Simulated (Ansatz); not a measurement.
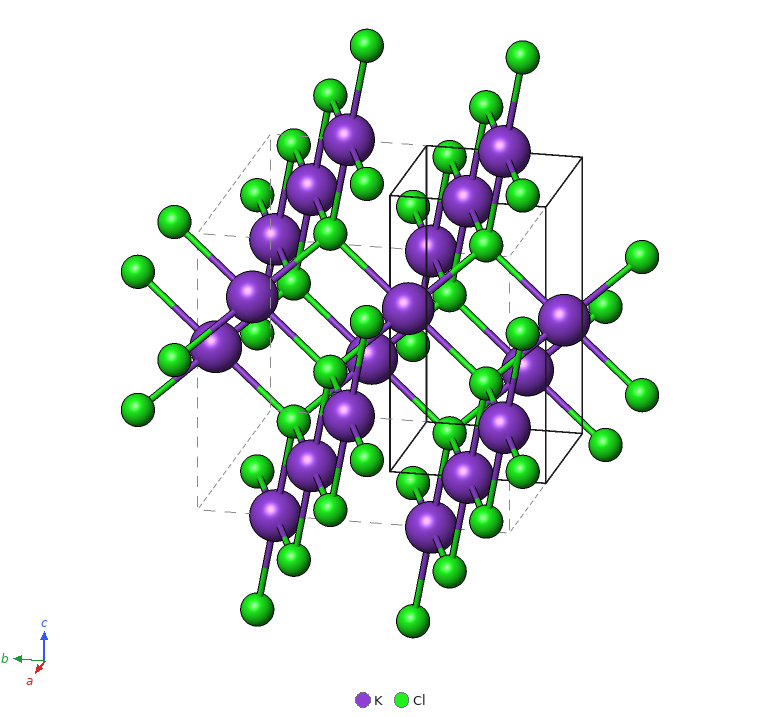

KCl (space group P4_2/mmc, No. 131). Coordinates: the geometry relaxed with Ansatz, DFT PBE, scalar-relativistic, plane waves, PAW; the starting structure was generated, so it need not be a known form of this composition.

Bonds are taken as Cl–K below 3.5 Å; no other contact counts. Atoms with one bond or none are removed and atoms with two bonds are replaced by edges, until no such atom is left.

Q: What kind of net remains, and which atoms are its nodes?

A: A binodal (4,4)-connected, three-periodic net: Cl is a 4-connected node; K is a 4-connected node, in the ratio 1:1.

Q: Which named net is it?

A: It is the pts net, known from cooperite, PtS.

Q: Is the net interpenetrated?

A: It is a single net, without interpenetration.

Q: Give the point symbol of each node (shortest cycle at each angle).

A: Cl: 4²·8⁴; K: 4²·8⁴.

Q: Give the first four terms of the coordination sequence (nodes one, two, three … edges away).

A: Cl: 4, 10, 24, 42; K: 4, 10, 24, 42.

The simplified net, drawn on the atoms' positions. Nodes are coloured by element. Edges to nodes outside the piece are drawn as stubs.

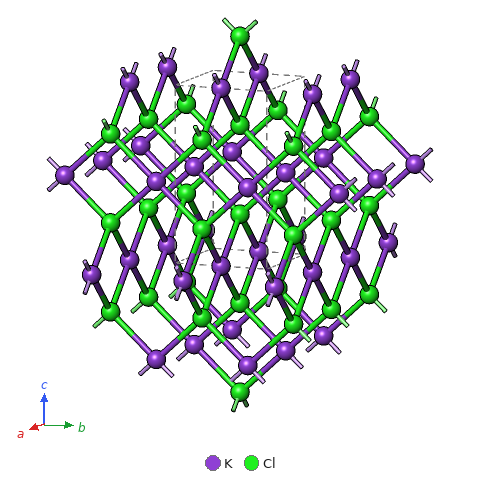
